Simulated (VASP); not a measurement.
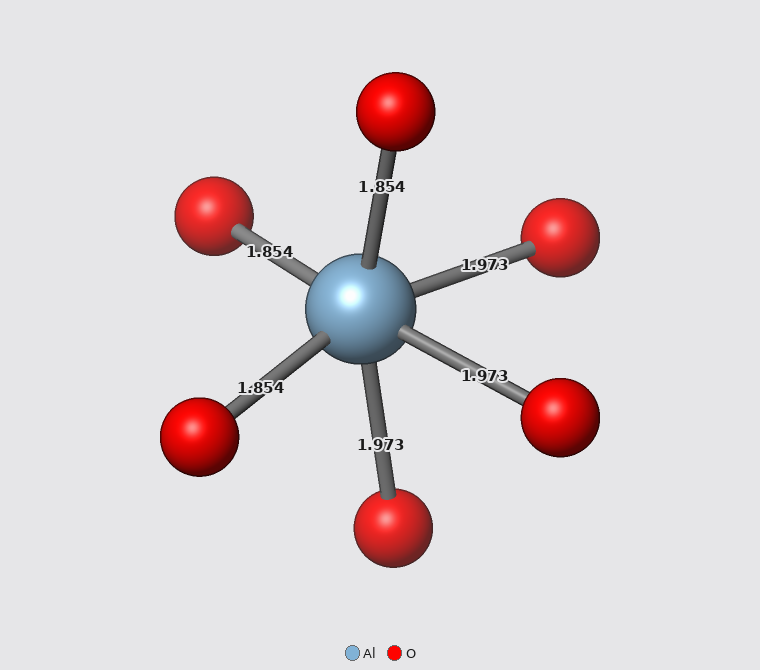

The surroundings of site Al1 (at 0.667, 0.333, 0.185) in Al2O3 in space group R-3c, with bond lengths in Å.

Source of the atomic positions: an entry of the Crystallography Open Database, as set up for an electronic-structure calculation.

```yaml
crystal:
  lattice:
    - [4.76050, 0.00000, 0.00000]
    - [-2.38025, 4.12271, 0.00000]
    - [0.00000, 0.00000, 12.99560]
  atoms:
    - { symbol: Al, position: [0.66667, 0.33333, 0.18549] }
    - { symbol: Al, position: [0.33333, 0.66667, 0.31451] }
    - { symbol: Al, position: [0.00000, 0.00000, 0.14784] }
    - { symbol: Al, position: [0.33333, 0.66667, 0.01883] }
    - { symbol: O, position: [0.97335, 0.64001, 0.08333] }
    - { symbol: O, position: [0.66667, 0.02665, 0.08333] }
    - { symbol: O, position: [0.35999, 0.33333, 0.08333] }
    - { symbol: O, position: [0.69332, 0.69332, 0.25000] }
    - { symbol: O, position: [0.00000, 0.30668, 0.25000] }
    - { symbol: O, position: [0.30668, 0.00000, 0.25000] }
    - { symbol: Al, position: [0.33333, 0.66667, 0.51883] }
    - { symbol: Al, position: [0.00000, 0.00000, 0.64784] }
    - { symbol: Al, position: [0.66667, 0.33333, 0.48117] }
    - { symbol: Al, position: [0.00000, 0.00000, 0.35216] }
    - { symbol: O, position: [0.64001, 0.97335, 0.41667] }
    - { symbol: O, position: [0.33333, 0.35999, 0.41667] }
    - { symbol: O, position: [0.02665, 0.66667, 0.41667] }
    - { symbol: O, position: [0.35999, 0.02665, 0.58333] }
    - { symbol: O, position: [0.66667, 0.64001, 0.58333] }
    - { symbol: O, position: [0.97335, 0.33333, 0.58333] }
    - { symbol: Al, position: [0.00000, 0.00000, 0.85216] }
    - { symbol: Al, position: [0.66667, 0.33333, 0.98117] }
    - { symbol: Al, position: [0.33333, 0.66667, 0.81451] }
    - { symbol: Al, position: [0.66667, 0.33333, 0.68549] }
    - { symbol: O, position: [0.30668, 0.30668, 0.75000] }
    - { symbol: O, position: [0.00000, 0.69332, 0.75000] }
    - { symbol: O, position: [0.69332, 0.00000, 0.75000] }
    - { symbol: O, position: [0.02665, 0.35999, 0.91667] }
    - { symbol: O, position: [0.33333, 0.97335, 0.91667] }
    - { symbol: O, position: [0.64001, 0.66667, 0.91667] }
```

Bond valence s = exp((R0 − d)/b), R0 fitted to published crystal structures with b = 0.37 Å; R0 in Å: Al3+–O 1.637.

Calculate the bond-valence sum of Al1 from the bonds drawn.

3 × 0.556 + 3 × 0.403 = 2.88 v.u., against a formal valence of 3: underbonded (bonds long for this ion) by 0.12.

And over the whole structure?

```csv
site,"x, y, z",formal valence,bond-valence sum,difference
Al1,"0.667, 0.333, 0.185",+3,2.98,-0.02
O1,"0.973, 0.640, 0.083",−2,1.98,-0.02
```

These sums include all anions within 5 Å. The global instability index (root mean square of the differences over all atoms) is 0.02 v.u.: little strain. The cell was not relaxed for this table, and a volume that is off by a few per cent shifts all sums together.
